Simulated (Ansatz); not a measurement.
# Re(0001) with 2 layers of random Re-Pt, 2x2: scattering by chemical disorder

Wanted: resistance against the alloy's length, first Re(0001) with 2 layers of random Re-Pt, 2x2.

Main program and level: Ansatz 0.2.0; Ansatz plane-wave DFT, PBE, PAW files; ballistic transport by layer matching (Landauer), zero bias; PAW set soft_1.

**1. The starting structure**

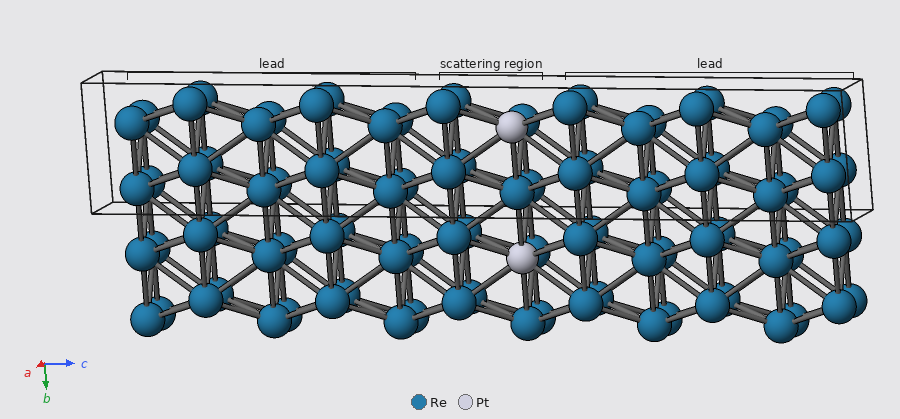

The cell as given, from the side, with the c axis across the page (rhenium blue, platinum light grey). 1×2×1 cells are drawn.

The cell holds 48 atoms: 47 Re and 1 Pt. Cell: a = 5.522 Å, b = 5.522 Å, c = 26.749 Å, α = 90.0°, β = 90.0°, γ = 120.0°. It derives from Re. Regions: lead, 40 atoms (40 Re); scattering region, 8 atoms (7 Re and 1 Pt). The structure is stacked along c, and the current runs across the ab planes.

**2. With 2 alloy layers**

In 2 layers a share of 0.125 of the sites is given to Pt at random. The layers about the cell's end stay perfect and serve as the lead. Energies from -0.05 to 0.05 eV in steps of 0.05 eV are too few for the program's thermal sum, so it prints no conductance; for a metal the transmission near the Fermi level serves, at a fraction of the cost.

input.yaml

```yaml
crystal:
  lattice:
    - [5.5216, 0.0, 0.0]
    - [-2.7608, 4.7818458695, 0.0]
    - [0.0, 0.0, 26.7492]
  atoms:
    - { symbol: Re, position: [0.1666666667, 0.3333333333, 0.0416666667] }
    - { symbol: Re, position: [0.1666666667, 0.8333333333, 0.0416666667] }
    - { symbol: Re, position: [0.6666666667, 0.3333333333, 0.0416666667] }
    - { symbol: Re, position: [0.6666666667, 0.8333333333, 0.0416666667] }
    - { symbol: Re, position: [0.3333333333, 0.1666666667, 0.125] }
    - { symbol: Re, position: [0.3333333333, 0.6666666667, 0.125] }
    - { symbol: Re, position: [0.8333333333, 0.1666666667, 0.125] }
    - { symbol: Re, position: [0.8333333333, 0.6666666667, 0.125] }
    - { symbol: Re, position: [0.1666666667, 0.3333333333, 0.2083333333] }
    - { symbol: Re, position: [0.1666666667, 0.8333333333, 0.2083333333] }
    - { symbol: Re, position: [0.6666666667, 0.3333333333, 0.2083333333] }
    - { symbol: Re, position: [0.6666666667, 0.8333333333, 0.2083333333] }
    - { symbol: Re, position: [0.3333333333, 0.1666666667, 0.2916666667] }
    - { symbol: Re, position: [0.3333333333, 0.6666666667, 0.2916666667] }
    - { symbol: Re, position: [0.8333333333, 0.1666666667, 0.2916666667] }
    - { symbol: Re, position: [0.8333333333, 0.6666666667, 0.2916666667] }
    - { symbol: Re, position: [0.1666666667, 0.3333333333, 0.375] }
    - { symbol: Re, position: [0.1666666667, 0.8333333333, 0.375] }
    - { symbol: Re, position: [0.6666666667, 0.3333333333, 0.375] }
    - { symbol: Re, position: [0.6666666667, 0.8333333333, 0.375] }
    - { symbol: Re, position: [0.3333333333, 0.1666666667, 0.4583333333] }
    - { symbol: Re, position: [0.3333333333, 0.6666666667, 0.4583333333] }
    - { symbol: Re, position: [0.8333333333, 0.1666666667, 0.4583333333] }
    - { symbol: Re, position: [0.8333333333, 0.6666666667, 0.4583333333] }
    - { symbol: Re, position: [0.1666666667, 0.3333333333, 0.5416666667] }
    - { symbol: Re, position: [0.1666666667, 0.8333333333, 0.5416666667] }
    - { symbol: Pt, position: [0.6666666667, 0.3333333333, 0.5416666667] }
    - { symbol: Re, position: [0.6666666667, 0.8333333333, 0.5416666667] }
    - { symbol: Re, position: [0.3333333333, 0.1666666667, 0.625] }
    - { symbol: Re, position: [0.3333333333, 0.6666666667, 0.625] }
    - { symbol: Re, position: [0.8333333333, 0.1666666667, 0.625] }
    - { symbol: Re, position: [0.8333333333, 0.6666666667, 0.625] }
    - { symbol: Re, position: [0.1666666667, 0.3333333333, 0.7083333333] }
    - { symbol: Re, position: [0.1666666667, 0.8333333333, 0.7083333333] }
    - { symbol: Re, position: [0.6666666667, 0.3333333333, 0.7083333333] }
    - { symbol: Re, position: [0.6666666667, 0.8333333333, 0.7083333333] }
    - { symbol: Re, position: [0.3333333333, 0.1666666667, 0.7916666667] }
    - { symbol: Re, position: [0.3333333333, 0.6666666667, 0.7916666667] }
    - { symbol: Re, position: [0.8333333333, 0.1666666667, 0.7916666667] }
    - { symbol: Re, position: [0.8333333333, 0.6666666667, 0.7916666667] }
    - { symbol: Re, position: [0.1666666667, 0.3333333333, 0.875] }
    - { symbol: Re, position: [0.1666666667, 0.8333333333, 0.875] }
    - { symbol: Re, position: [0.6666666667, 0.3333333333, 0.875] }
    - { symbol: Re, position: [0.6666666667, 0.8333333333, 0.875] }
    - { symbol: Re, position: [0.3333333333, 0.1666666667, 0.9583333333] }
    - { symbol: Re, position: [0.3333333333, 0.6666666667, 0.9583333333] }
    - { symbol: Re, position: [0.8333333333, 0.1666666667, 0.9583333333] }
    - { symbol: Re, position: [0.8333333333, 0.6666666667, 0.9583333333] }
kpoints:
  mp_grid: { grid: [5, 5, 1] }
hamiltonian:
  xc: pbe
  pseudopotentials: { kind: paw, azcp: { folder: soft_1 } }
scf:
  occupations: { method: fermi_dirac, width: 0.1 }
output:
  transmission:
    leads: [[0, 8]]
    kmesh: [10, 10]
    e_range: [-0.05, 0.05]
    de: 0.05
  write_potential: true
  write_density: true
  volumetric_format: npy
```

Launch:

```
ansatz run input.yaml --threads 4 --pin off --max-ram 15360MiB --backend cpu --events-out ev --progress --plain --runs-dir out
```

Numbers of over 12 decimals in the logs are rounded to 6 here.

What it wrote:

```text
Engine: ansatz 0.2.0, x86_64-unknown-linux-gnu
Pseudopotentials: kind: paw
Pseudopotential: Re, paw, valence charge 15, recommended cutoff 420 eV (normal), soft_1/Re.paw.azcp
Pseudopotential: Pt, paw, valence charge 18, recommended cutoff 420 eV (normal), soft_1/Pt.paw.azcp
Functional definition: PBE
  parameter kappa = 0.804
  parameter beta = 0.066725
  exchange = pbe_x(kappa = kappa, mu = beta*pi^2/3)
  correlation = pbe_c(beta = beta)
Crystal: 48 atoms, lattice volume = 706.271 Å³
Basis set: ecut = 420 eV, 13787 PW (Γ)
Bands: 434, of which v1, the nominal top of the filled ones, is band 362 counted from 1 (361 counted from 0)
Symmetry: 12 space group operations
Space group: P-6m2 (ITA 187), of the structure as read, at distance tolerance 8.9e-5 Å
k-points: 5 of 25 (time reversal used)
Non-local potential: Re, projectors of the file, l = 0: 3, l = 1: 2, l = 2: 2, l = 3: 1
Non-local potential: Pt, projectors of the file, l = 0: 3, l = 1: 2, l = 2: 2, l = 3: 1
PAW form: soft (Blöchl's): semilocal exchange-correlation on the pseudo side does not see the compensation charge
PAW one-centre angular grid: Re, 590 points (default); XC on 64 Gauss nodes
PAW one-centre angular grid: Pt, 590 points (default); XC on 64 Gauss nodes
Initial density: superposition of atomic densities (chi_scale 0.1, normalization cell, long waves of neutral atoms (reshape's long-wave potential 2.13 eV rms, cloud 2.87 Å wide))
Initial wavefunctions: pseudopotential atomic-orbital guess
Functional: x = pbe(κ = 0.804, μ = 0.219515), c = pbe(β = 0.066725)
SCF iter   1: F=—  HF=-523407.395322 eV  |F-HF|=—  |Δ(HF+E_count)|=         —  Δρ=1.12e-1  dr2=4.65e2  ethr=3.10e-3  ⟨swp⟩=5.0  Hψ=6550  notcnv=0
preconditioner: auto → Kerker (q_TF=auto, 2.739 Å⁻¹)  [metal: Δε(μ)=0.032 eV  Ē_g=5.730 eV  σ=0.100 eV  W_gap=0.08  n_scr=268 (ndim 8)  ℏωp=25.7 eV  f_vac=0.000  D(μ)=39.77/eV (n_scr^D=380)]
SCF iter   2: F=—  HF=-523389.053601 eV  |F-HF|=—  |Δ(HF+E_count)|=    1.83e1  Δρ=5.38e-2  dr2=1.23e2  ethr=3.10e-3  ⟨swp⟩=2.2  Hψ=4364  notcnv=0  defer=115
SCF iter   3: F=—  HF=-523383.140179 eV  |F-HF|=—  |Δ(HF+E_count)|=    5.91e0  Δρ=9.42e-3  dr2=1.06e1  ethr=3.10e-3  ⟨swp⟩=3.6  Hψ=6241  notcnv=0  defer=120
SCF iter   4: F=—  HF=-523382.838007 eV  |F-HF|=—  |Δ(HF+E_count)|=   3.02e-1  Δρ=3.37e-3  dr2=1.22e0  ethr=1.46e-3  ⟨swp⟩=2.8  Hψ=3894  notcnv=0  defer=124
SCF iter   5: F=—  HF=-523382.815525 eV  |F-HF|=—  |Δ(HF+E_count)|=   2.25e-2  Δρ=1.89e-3  dr2=5.51e-1  ethr=1.69e-4  ⟨swp⟩=2.4  Hψ=2336  notcnv=0  defer=117
SCF iter   6: F=—  HF=-523382.796411 eV  |F-HF|=—  |Δ(HF+E_count)|=   1.91e-2  Δρ=9.05e-4  dr2=1.01e-1  ethr=7.62e-5  ⟨swp⟩=1.0  Hψ=2050  notcnv=0  defer=117
SCF iter   7: F=—  HF=-523382.791633 eV  |F-HF|=—  |Δ(HF+E_count)|=   4.78e-3  Δρ=1.10e-4  dr2=6.50e-4  ethr=1.40e-5  ⟨swp⟩=2.4  Hψ=2406  notcnv=0  defer=110
SCF iter   8: F=—  HF=-523382.791645 eV  |F-HF|=—  |Δ(HF+E_count)|=   1.17e-5  Δρ=3.97e-5  dr2=1.41e-4  ethr=8.99e-8  ⟨swp⟩=2.0  Hψ=3665  notcnv=0  defer=110
SCF iter   9: F=—  HF=-523382.791644 eV  |F-HF|=—  |Δ(HF+E_count)|=   1.30e-6  Δρ=7.87e-6  dr2=7.08e-6  ethr=1.96e-8  ⟨swp⟩=1.8  Hψ=2144  notcnv=0  defer=110
SCF iter  10: F=—  HF=-523382.793260 eV  |F-HF|=—  |Δ(HF+E_count)|=   1.62e-3  Δρ=1.63e-6  dr2=1.58e-7  ethr=9.79e-10  ⟨swp⟩=1.0  Hψ=2154  notcnv=0  defer=110
SCF iter  11: F=-523382.793260 eV  HF=-523382.793260 eV  |F-HF|=1.46e-9  |Δ(HF+E_count)|=   1.39e-8  Δρ=2.82e-7  dr2=1.70e-9  ethr=1.38e-11  ⟨swp⟩=10.0  Hψ=5706  notcnv=0
SCF 1 converged in 11 iterations: F = -523382.793260 eV  dr2 = 1.70e-9
  greatest PAW one-centre occupation: 1.000 electrons in one spin orbital (limit 2), on the Pt atom at site 26 (counted from 0), in its partial waves of l = 0
transmission: 70 of 700 steps passed
transmission: 141 of 700 steps passed
[...]
transmission: 700 of 700 steps passed
SCF converged after 11 iterations
Free energy (F): -523382.793260 eV
Harris-Foulkes:  -523382.793260 eV  (|F-HF|=1.46e-9)
Internal energy: -523381.464487 eV  (E = F + TS)
E sigma→0 (E₀):  -523382.128874 eV
Entropy (-TS):   -1.328772 eV (-27.683 meV/atom)
Fermi energy:    24.081118 eV
--- Per-component energies (eV) ---
  E_band       = -3451.235022
  E_kinetic    = 25190.049041
  E_local      = -37849.307376  (includes V_loc(G=0)·N_el)
  E_nonlocal   = 3969.273337
  E_hartree    = 13299.101635
  E_xc         = -16999.385458
  E_vxc        = -13917.686314  (∫ρ·V_xc dr)
  E_paw        = -418600.494271  (= ΣΔE_a)
  E_vpaw       = -7441.771010  (= ΣTr[D̂ρ^β])
  E_aug_tail   = 0.003487  (compensation charges beyond the density's cutoff)
  E_ewald      = -92390.704881
  E_smearing   = -1.328772  (= −TS)
  E_closure    = -0.000000  (closes the sum)
  Σ components = -523382.793260   (vs F -523382.793260, Δ=0.00e0)
--- Band table (eV; the first three rows and the last of 5) ---
  k-point 0: bands = [... 358 lower, 24.6178, 24.6178, 24.6336, 24.6814, 24.6814, 24.8899, 24.9021, 24.9021, ... 68 higher]
  k-point 1: bands = [... 358 lower, 24.1771, 24.2259, 24.2707, 24.2952, 24.3208, 24.3651, 24.4143, 24.4582, ... 68 higher]
  k-point 2: bands = [... 358 lower, 23.7116, 23.8508, 23.9070, 23.9140, 23.9358, 23.9883, 23.9910, 23.9991, ... 68 higher]
  k-point 4: bands = [... 358 lower, 23.8830, 23.8935, 23.9299, 23.9414, 24.0320, 24.0462, 24.0478, 24.2532, ... 68 higher]
--- Transmission ---
  basis      : 235 plane waves across, 50 finite elements along
  points     : 14, standing for a mesh of 10 x 10
  energies   : 3 from -0.050000 to 0.050000 eV about the Fermi level, 0.050000 eV apart; the leads are filled to 0.000000 eV, and channels, transmission and decay are at 0.000000 eV
  crystal 0  : Re8, at the sites [0, 8], period 4.4582 Å, over 24.52 Å; its Hamiltonian steps by up to 2.8 meV
    offset         : up to 0.0000 Å between an atom of the period and one for which it stands
    channels       : 5.380000e0 a spin
    conductance    : none, the energies end too early or step too widely for 300 K: set another output.transmission.e_range or a lower de, or, where they end at an eighth of basis.ecutwfc, a higher one
  junction   : crystal 0 to crystal 0, 1.53 to 23.82 Å
    transmission   : 4.242314e0 a spin
    conductance    : none, the energies end too early or step too widely for 300 K: set another output.transmission.e_range or a lower de, or, where they end at an eighth of basis.ecutwfc, a higher one
```

Wall time 2.4 min (4 threads of Intel Xeon Platinum 8488C (Sapphire Rapids), shared host); peak memory 5.7 GiB; 8.5 min of CPU time.

Numbers from this step:

* free energy: -523382.7933 eV
* energy at zero smearing: -523382.1289 eV
* Fermi energy: 24.08 eV
* cell area: 26.40 Å²
* transmission per spin nearest the Fermi level: 4.242
* open channels per spin nearest the Fermi level: 5.38
* step of the lead's potential: 2.8 meV

Per spin. The transmission, zone mean by energy, zero at the Fermi level:

```csv
energy (eV),"transmission, zone mean"
-0.0500,4.21
0.0000,4.24
0.0500,4.23
```

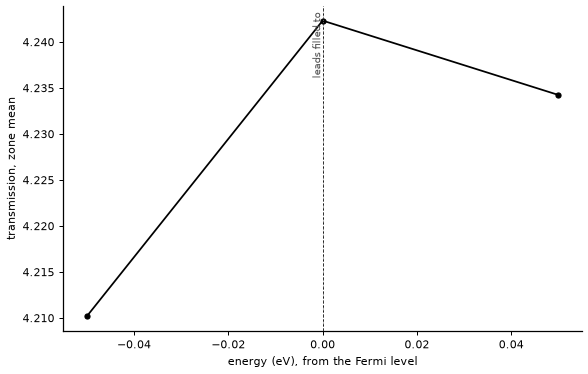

Transmission, zone mean against energy.

Per spin. Open channels, zone mean, lead against energy, zero at the Fermi level:

```csv
energy (eV),"open channels, zone mean, lead"
-0.0500,5.32
0.0000,5.38
0.0500,5.08
```

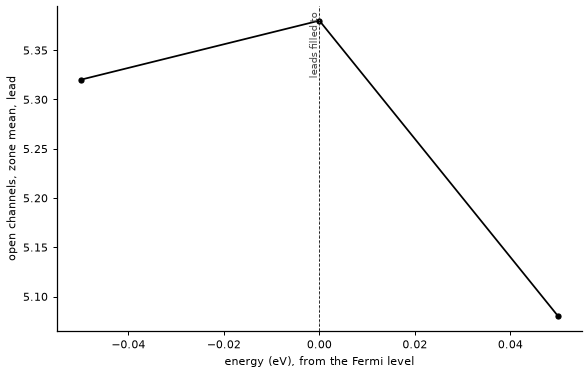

Open channels, zone mean, lead against energy.

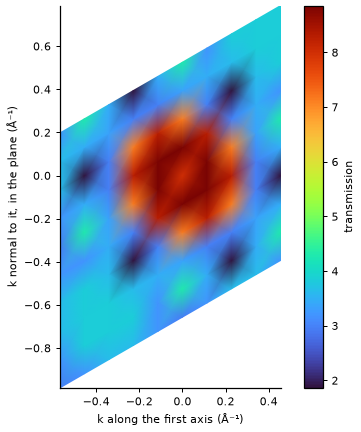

Transmission over k1 and k2. At 0.0000 eV from the Fermi level.

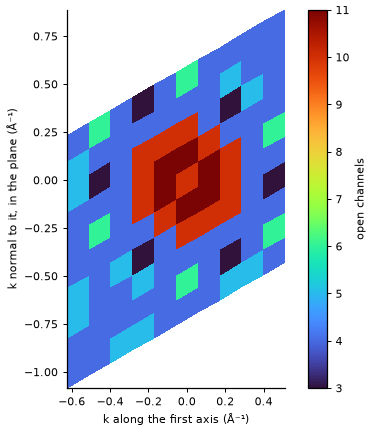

Open channels over k1 and k2. At 0.0000 eV from the Fermi level.

Over the solved energies the transmission per spin lies between 4.21 and 4.24, out of 5.26 channels of the lead on average (up to 5.38).

[end of part 1 of 2]

[Logs are printed without paths, hosts, clocks, repeated set-up lines and the standing remarks that a program may print on its own settings, such as how far it seeks lower states.]

[Hosts, paths, dates, database ids (printed as entryN), source tags and the programs' standing remarks are cut or masked in the printed files.]
